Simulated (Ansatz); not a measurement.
```cif
data_structure
_symmetry_space_group_name_H-M 'P 1'
_symmetry_Int_Tables_number 1
_cell_length_a 4.9031
_cell_length_b 4.9031
_cell_length_c 4.9031
_cell_angle_alpha 90.000
_cell_angle_beta 90.000
_cell_angle_gamma 90.000
_cell_volume 117.88
loop_
_atom_site_label
_atom_site_type_symbol
_atom_site_fract_x
_atom_site_fract_y
_atom_site_fract_z
_atom_site_occupancy
B1 B 0.50000 0.50000 0.00000 1
B2 B 0.00000 0.50000 0.50000 1
B3 B 0.00000 0.00000 0.00000 1
B4 B 0.50000 0.00000 0.50000 1
As1 As 0.25000 0.75000 0.25000 1
As2 As 0.75000 0.75000 0.75000 1
As3 As 0.75000 0.25000 0.25000 1
As4 As 0.25000 0.25000 0.75000 1
```

Space group F-43m; changed on purpose from its base cell (volume × 1.06); computed pressure about −7 GPa in this cell.

The calculation used Ansatz, DFT PBE, scalar-relativistic, plane waves, PAW.

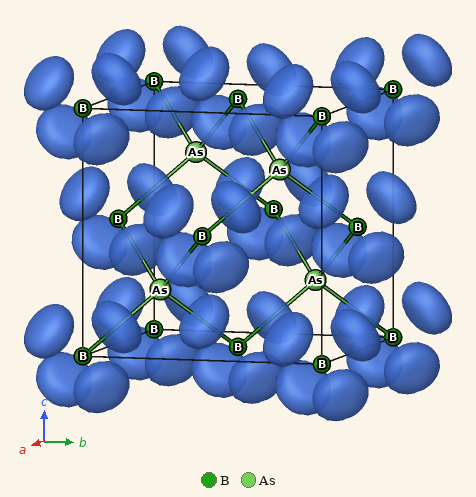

BAs. Isosurface of the electron localisation function at 0.75 (blue), seen slightly off an axis. Core shells and regions of very low density are left out. Sticks mark near contacts.

Core electrons are frozen (PAW), and the valence fields are smoothed inside the atomic spheres.

**Where are the electrons localised?**

The ELF exceeds this value in 16 regions between bonded As–B atoms (shared pairs), counted in one cell of 8 atoms. Any copies at cell faces, edges or corners count once. Along the contacts the grid gives the following. B–As (2.12 Å): the ELF peaks at about 0.90 between the atoms; a shared electron pair.
